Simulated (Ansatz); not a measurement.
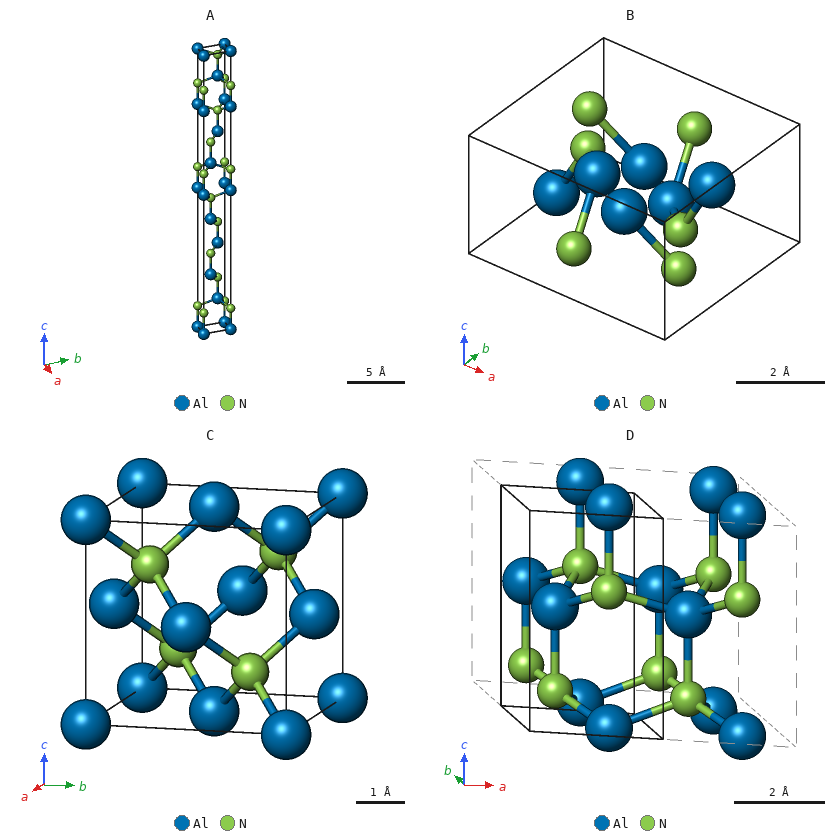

Four structures of AlN, each relaxed to rest (conventional cells in solid outline, small ones repeated, each panel with its own scale). Method: DFT PBE, scalar-relativistic, plane waves, PAW in Ansatz, without spin polarisation.

Give the type and space group of each panel.

Answer. A: 20 atoms a cell on a primitive hexagonal lattice, P3m1; B: 12 atoms a cell on a primitive hexagonal lattice, P6_3/m; C: zinc blende (sphalerite type), F-43m; D: wurtzite, P6_3mc.

Rank them by energy, lowest first.

Answer. D, then A (+9 meV/atom), C (+21 meV/atom) and B (+547 meV/atom), energies at zero smearing.

Collect the results in a table.

Answer.
| panel | structure | E − E(lowest) (meV/atom) | volume (Å³/atom) | gap (eV) |
| --- | --- | --- | --- | --- |
| D | P6_3mc | 0 | 10.6 | 5.17 |
| A | P3m1 | 9 | 10.7 | 3.85 |
| C | F-43m | 21 | 10.7 | 4.43 |
| B | P6_3/m | 547 | 11.9 | 2.40 |

Some of these may be structure types tried for this composition rather than known phases, and the most stable form need not be among them. Gaps are taken on the k-mesh or band path of each run.
